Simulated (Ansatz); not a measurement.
**MgO: density, localisation and related maps**

```cif
data_structure
_symmetry_space_group_name_H-M 'P 1'
_symmetry_Int_Tables_number 1
_cell_length_a 2.9792
_cell_length_b 3.2338
_cell_length_c 7.7815
_cell_angle_alpha 90.000
_cell_angle_beta 90.000
_cell_angle_gamma 90.000
_cell_volume 74.97
loop_
_atom_site_label
_atom_site_type_symbol
_atom_site_fract_x
_atom_site_fract_y
_atom_site_fract_z
_atom_site_occupancy
Mg1 Mg 0.50000 0.50000 0.17091 1
Mg2 Mg 0.50000 0.50000 0.82909 1
Mg3 Mg 0.00000 0.00000 0.50000 1
O1 O 0.50000 0.00000 0.32431 1
O2 O 0.00000 0.50000 0.00000 1
O3 O 0.50000 0.00000 0.67569 1
```

Space group Pmmm; a structure generated by program, which may or may not match a known phase.

These are results of DFT PBE, scalar-relativistic, plane waves, PAW in Ansatz, not measurements.

Core electrons are frozen (PAW), and the valence fields are smoothed inside the atomic spheres.

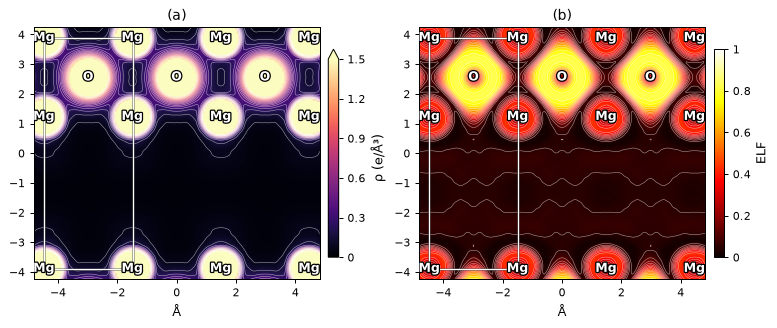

Figure 1. (a) valence electron density; (b) electron localisation function on the (010) plane of the conventional cell.

Read the bonding off the picture.

Answer. Atoms in the plane: Mg and O. Mg–O (2.00 Å): ρ is about 0.43 e/Å³ halfway; the ELF peaks at about 0.85 in the valence shell of O, 0.6 Å from its nucleus, and is about 0.35 at the midpoint (a largely ionic contact). Between the atoms the lowest density in this plane is 0.02 e/Å³.

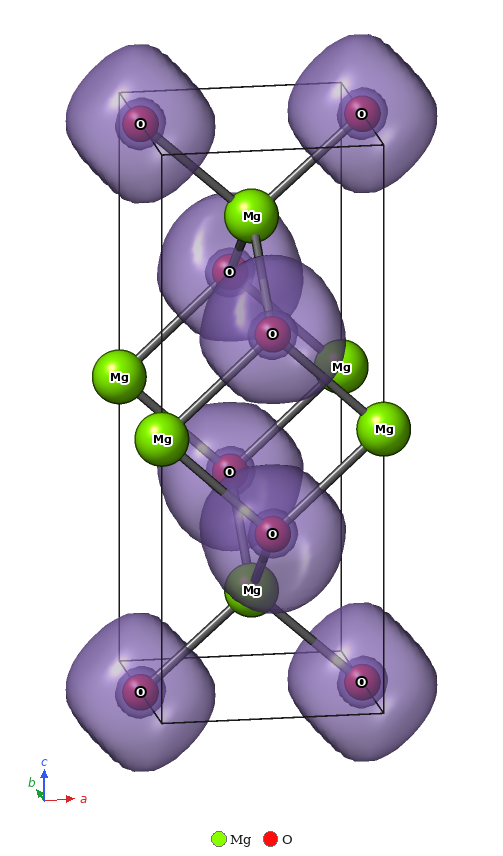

Figure 2. Isosurface of the electron localisation function at 0.65 (purple), seen slightly off an axis. Only the valence region is drawn (cores and ρ < 0.01 e/Å³ removed). Sticks mark near contacts.

Describe the localisation domains.

Answer. At this value the surface marks out three regions wrapped around O (the valence shell of each), counted in one cell of 6 atoms. Regions shared between cells count once.

Does the calculation give a band gap?

Answer. It is gapped, with a Kohn–Sham gap of 1.3 eV on the k-point mesh (the band edges may lie off the mesh, which would make the gap smaller).
